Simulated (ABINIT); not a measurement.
# Run report: Pb, phonon calculation (part 1 of 2)

System: Pb (Fd-3m, 2 atoms in the cell).
Method: Kohn-Sham DFT of a periodic cell, PBE, JTH PAW PBE v2.0, no spin polarisation (ABINIT 10.8.3).

The structure derives from a Materials Project entry.

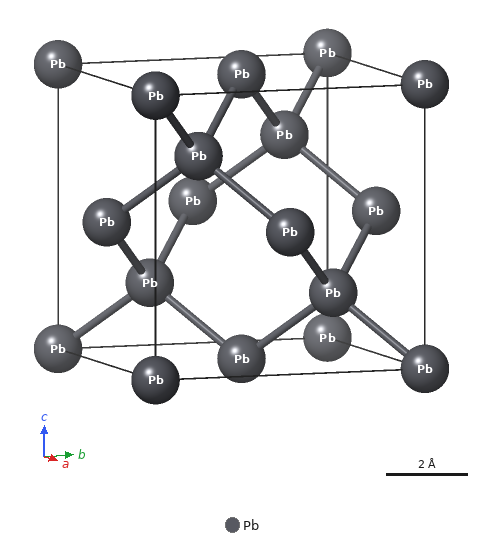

*The input geometry (ball-and-stick view of the cell 4 times as large as that of the calculation, set on its symmetry axes, seen slightly off an axis).*

Near neighbours in the crystal (not all of them lie inside the picture): Pb has 4 Pb at 3.07 Å.

**Input**
```
ndtset 2

pp_dirpath "./"
pseudos "Pb.GGA_PBE-JTH.xml"

acell 5.0081682204 5.0081682204 5.0081682204 Angstrom
rprim
     0.0000000000     0.7071067812     0.7071067812
     0.7071067812     0.0000000000     0.7071067812
     0.7071067812     0.7071067812     0.0000000000
ntypat 1
znucl 82
natom 2
typat 1 1
chkprim 0
chksymtnons 0
tolsym 1.0e-6
xred
            1/4            1/4            1/4
            0.0            0.0            0.0

ecut 22.0
pawecutdg 44.0
pawxcdev 0
ecutsm 0.5

ngkpt 8 8 8
nshiftk 1
shiftk 0.0 0.0 0.0

ixc 11

nband 22
occopt 4
tsmear 0.00734986

nstep 80

prteig 0
prtebands 0
prtwf 0
prtden 0
prtpot 0

kptopt1 1
tolvrs1 1.0e-11
prtwf1 1
tolwfr1 1.0e-14
nbdbuf1 4
nline1 6

rfphon2 1
rfatpol2 1 2
rfdir2 1 1 1
getwfk2 1
kptopt2 2
nqpt2 1
qpt2 0.0 0.0 0.0
tolvrs2 1.0e-9
```

**File mrgddb.in**
```
merged_DDB
Pb
2
runo_DS1_DDB
runo_DS2_DDB
```

**File anaddb.abi**
```
ddb_filepath "merged_DDB"
output_file "anaddb.abo"
outdata_prefix "ana"
asr 1
chneut 0
dipdip 0
dieflag 0
enunit 0
eivec 1
nph1l 1
qph1l 0.0 0.0 0.0 1.0
```

Run on 1 thread of Intel Xeon (Sapphire Rapids), 64 GiB of memory available, shared host.

Launched with:
```bash
abinit run.abi > log 2>&1
mrgddb < mrgddb.in > mrgddb.log 2>&1
anaddb anaddb.abi > anaddb.log 2>&1
```

**What the program printed**
```
.Version 10.8.3 of ABINIT
 DATASET    1 : space group Fd -3 m (#227); Bravais cF (face-center cubic)
================================================================================
 Values of the parameters that define the memory need for DATASET  1.
     intxc =       0    ionmov =       0      iscf =      17    lmnmax =      18
     lnmax =       6     mgfft =      40  mpssoang =       3    mqgrid =    3001
     natom =       2  nloc_mem =       2    nspden =       1   nspinor =       1
    nsppol =       1      nsym =      48    n1xccc =       1    ntypat =       1
    occopt =       4   xclevel =       2
       mpw =        2996          nfft =       64000          nkpt =          29
 PAW method is used; the additional fine FFT grid is defined by:
   mgfftf=        60    nfftf =    216000
================================================================================
================================================================================

 DATASET    2 : space group Fd -3 m (#227); Bravais cF (face-center cubic)
================================================================================
 Values of the parameters that define the memory need for DATASET  2 (RF).
     intxc =       0      iscf =       7    lmnmax =      18     lnmax =       6
     mgfft =      40  mpssoang =       3    mqgrid =    3001     natom =       2
  nloc_mem =       2    nspden =       1   nspinor =       1    nsppol =       1
      nsym =      48    n1xccc =       1    ntypat =       1    occopt =       4
   xclevel =       2
      nfft =       64000          nkpt =         260
================================================================================
================================================================================

--------------------------------------------------------------------------------
------------- Echo of variables that govern the present computation ------------
--------------------------------------------------------------------------------
 -outvars: echo values of preprocessed input variables --------
            acell      9.4640663290E+00  9.4640663290E+00  9.4640663290E+00 Bohr
              amu      2.07200000E+02
          chkprim           0
      chksymtnons           0
             ecut      2.20000000E+01 Hartree
           ecutsm      5.00000000E-01 Hartree
           getwfk1          0
           getwfk2          1
             iscf1         17
             iscf2          7
                       outvar_i_n : Printing only first  50 k-points.
              ixc          11
           jdtset        1    2
                       outvar_i_n : Printing only first  50 k-points.
           kptopt1          1
           kptopt2          2
         kptrlatt        8    0    0      0    8    0      0    0    8
          kptrlen      7.57125306E+01
            natom           2
            nband1         22
            nband2         22
           nbdbuf1          4
           nbdbuf2          2
           ndtset           2
            ngfft          40      40      40
          ngfftdg          60      60      60
             nkpt1         29
             nkpt2        260
            nline1          6
            nline2          4
             nqpt1          0
             nqpt2          1
            nstep          80
             nsym          48
           ntypat           1
                       prtocc : prtvol=0, do not print more k-points.
           occopt           4
        optdriver1          0
        optdriver2          1
        pawecutdg      4.40000000E+01 Hartree
         pawxcdev           0
           prtden           0
        prtebands           0
           prteig           0
            prtwf1          1
            prtwf2          0
           rfphon1          0
           rfphon2          1
            rprim      0.0000000000E+00  7.0710678120E-01  7.0710678120E-01
                       7.0710678120E-01  0.0000000000E+00  7.0710678120E-01
                       7.0710678120E-01  7.0710678120E-01  0.0000000000E+00
          spgroup         227
           tolsym      1.00000000E-06
           tolvrs1     1.00000000E-11
           tolvrs2     1.00000000E-09
           tolwfr1     1.00000000E-14
           tolwfr2     0.00000000E+00
           tsmear      7.34986000E-03 Hartree
            typat      1  1
           useylm           1
                       outvars : Printing only first  50 k-points.
           xangst      1.7706548550E+00  1.7706548550E+00  1.7706548550E+00
                       0.0000000000E+00  0.0000000000E+00  0.0000000000E+00
            xcart      3.3460527395E+00  3.3460527395E+00  3.3460527395E+00
                       0.0000000000E+00  0.0000000000E+00  0.0000000000E+00
             xred      2.5000000000E-01  2.5000000000E-01  2.5000000000E-01
                       0.0000000000E+00  0.0000000000E+00  0.0000000000E+00
            znucl       82.00000

================================================================================

 chkinp: Checking input parameters for consistency, jdtset=   1.

 chkinp: Checking input parameters for consistency, jdtset=   2.

================================================================================
== DATASET  1 ==================================================================

--- !DatasetInfo
iteration_state: {dtset: 1, }
dimensions: {natom: 2, nkpt: 29, mband: 22, nsppol: 1, nspinor: 1, nspden: 1, mpw: 2996, }
cutoff_energies: {ecut:  22.0, pawecutdg:  44.0, }
electrons: {nelect:   2.80000000E+01, charge:   0.00000000E+00, occopt:   4.00000000E+00, tsmear:   7.34986000E-03, }
meta: {optdriver: 0, ionmov: 0, optcell: 0, iscf: 17, paral_kgb: 0, }
...

 Exchange-correlation functional for the present dataset will be:
  GGA: Perdew-Burke-Ernzerhof functional - ixc=11
  J.P.Perdew, K.Burke, M.Ernzerhof, PRL 77, 3865 (1996)

 Real(R)+Recip(G) space primitive vectors, cartesian coordinates (Bohr,Bohr^-1):
 R(1)=  0.0000000  6.6921055  6.6921055  G(1)= -0.0747149  0.0747149  0.0747149
 R(2)=  6.6921055  0.0000000  6.6921055  G(2)=  0.0747149 -0.0747149  0.0747149
 R(3)=  6.6921055  6.6921055  0.0000000  G(3)=  0.0747149  0.0747149 -0.0747149
 Unit cell volume ucvol=  5.9940219E+02 bohr^3
 Angles (23,13,12)=  6.00000000E+01  6.00000000E+01  6.00000000E+01 degrees

 Coarse grid specifications (used for wave-functions):

 getcut: wavevector=  0.0000  0.0000  0.0000  ngfft=  40  40  40
         ecut(hartree)=     22.000   => boxcut(ratio)=   2.00173

 Fine grid specifications (used for densities):

 getcut: wavevector=  0.0000  0.0000  0.0000  ngfft=  60  60  60
         ecut(hartree)=     44.000   => boxcut(ratio)=   2.12316

--- Pseudopotential description ------------------------------------------------
- pspini: atom type   1  psp file is ./Pb.GGA_PBE-JTH.xml
 Pseudopotential format is: paw10
 basis_size (lnmax)=  6 (lmn_size= 18), orbitals=   0   0   1   1   2   2
 Spheres core radius: rc_sph= 2.40264019
 Shapefunction is BESSEL type: shapef(r,l)=aa(1,l)*jl(q(1,l)*r)+aa(2,l)*jl(q(2,l)*r)
 Radius for shape functions =  2.00872932
 Compensation charge density is not taken into account in XC energy/potential

   1.31851888E+03                                ecore*ucvol(ha*bohr**3)
--------------------------------------------------------------------------------

================================================================================

--- !BeginCycle
iteration_state: {dtset: 1, }
solver: {iscf: 17, nstep: 80, nline: 6, wfoptalg: 10, }
tolerances: {tolwfr: 1.00E-14, tolvrs: 1.00E-11, }
...

     iter   Etot(hartree)      deltaE(h)  residm     nres2
 ETOT  1  -121.40011739338    -1.214E+02 1.291E+01 1.574E+00
 ETOT  2  -122.38972901843    -9.896E-01 1.107E-02 8.408E-01
 ETOT  3  -122.38913557951     5.934E-04 2.652E-04 2.299E-01
 ETOT  4  -122.38859525155     5.403E-04 4.154E-05 1.891E-02
 ETOT  5  -122.38858682144     8.430E-06 5.288E-06 3.070E-03
 ETOT  6  -122.38864856755    -6.175E-05 2.805E-06 3.688E-04
 ETOT  7  -122.38865655419    -7.987E-06 2.557E-07 1.735E-05
 ETOT  8  -122.38865759191    -1.038E-06 5.005E-08 3.486E-07
 ETOT  9  -122.38865760569    -1.378E-08 8.851E-10 1.009E-07
 ETOT 10  -122.38865760814    -2.450E-09 3.375E-10 4.194E-08
 ETOT 11  -122.38865760822    -8.531E-11 2.272E-11 4.788E-10
 ETOT 12  -122.38865760823    -1.053E-11 3.109E-13 4.240E-11
 ETOT 13  -122.38865760824    -1.114E-11 5.335E-14 2.532E-12
 ETOT 14  -122.38865760824     5.087E-12 9.997E-15 3.129E-13

 At SCF step   14  max residual=  1.00E-14 < tolwfr=  1.00E-14 AND nres2   =  3.13E-13 < tolvrs=  1.00E-11 =>converged.

 Cartesian components of stress tensor (hartree/bohr^3)
  sigma(1 1)=  8.41635270E-06  sigma(3 2)=  0.00000000E+00
  sigma(2 2)=  8.41635270E-06  sigma(3 1)=  0.00000000E+00
  sigma(3 3)=  8.41635270E-06  sigma(2 1)=  0.00000000E+00

--- !ResultsGS
iteration_state: {dtset: 1, }
comment   : Summary of ground state results
lattice_vectors:
- [  0.0000000,   6.6921055,   6.6921055, ]
- [  6.6921055,   0.0000000,   6.6921055, ]
- [  6.6921055,   6.6921055,   0.0000000, ]
lattice_lengths: [   9.46407,    9.46407,    9.46407, ]
lattice_angles: [ 60.000,  60.000,  60.000, ] # degrees, (23, 13, 12)
lattice_volume:   5.9940219E+02
convergence: {deltae:  5.087E-12, res2:  3.129E-13, residm:  9.997E-15, diffor: null, }
etotal    :  -1.22388658E+02
entropy   :   0.00000000E+00
fermie    :   1.34717382E-01
cartesian_stress_tensor: # hartree/bohr^3
- [  8.41635270E-06,   0.00000000E+00,   0.00000000E+00, ]
- [  0.00000000E+00,   8.41635270E-06,   0.00000000E+00, ]
- [  0.00000000E+00,   0.00000000E+00,   8.41635270E-06, ]
pressure_GPa:  -2.4762E-01
xred      :
- [  2.5000E-01,   2.5000E-01,   2.5000E-01, Pb]
- [  0.0000E+00,   0.0000E+00,   0.0000E+00, Pb]
cartesian_forces: # hartree/bohr
- [  1.76818994E-31,  -2.94698323E-31,   4.91163872E-31, ]
- [ -1.76818994E-31,   2.94698323E-31,  -4.91163872E-31, ]
force_length_stats: {min:   5.99461431E-31, max:   5.99461431E-31, mean:   5.99461431E-31, }
...

 Integrated electronic density in atomic spheres:
 ------------------------------------------------
 Atom  Sphere_radius  Integrated_density
    1        2.40264         11.40766965
    2        2.40264         11.40766965

================================================================================

 ----iterations are completed or convergence reached----

 Mean square residual over all n,k,spin=   34.029E-16; max=  99.969E-16
 reduced coordinates (array xred) for    2 atoms
       0.250000000000      0.250000000000      0.250000000000
       0.000000000000      0.000000000000      0.000000000000
 rms dE/dt=  3.2632E-30; max dE/dt=  5.2591E-30; dE/dt below (all hartree)
    1      -0.000000000000     -0.000000000000      0.000000000000
    2      -0.000000000000      0.000000000000      0.000000000000

 cartesian coordinates (angstrom) at end:
    1      1.77065485501759     1.77065485501759     1.77065485501759
    2      0.00000000000000     0.00000000000000     0.00000000000000

 cartesian forces (hartree/bohr) at end:
    1      0.00000000000000    -0.00000000000000     0.00000000000000
    2     -0.00000000000000     0.00000000000000    -0.00000000000000
 frms,max,avg= 3.4609922E-31 4.9116387E-31   0.000E+00  0.000E+00  0.000E+00 h/b
```
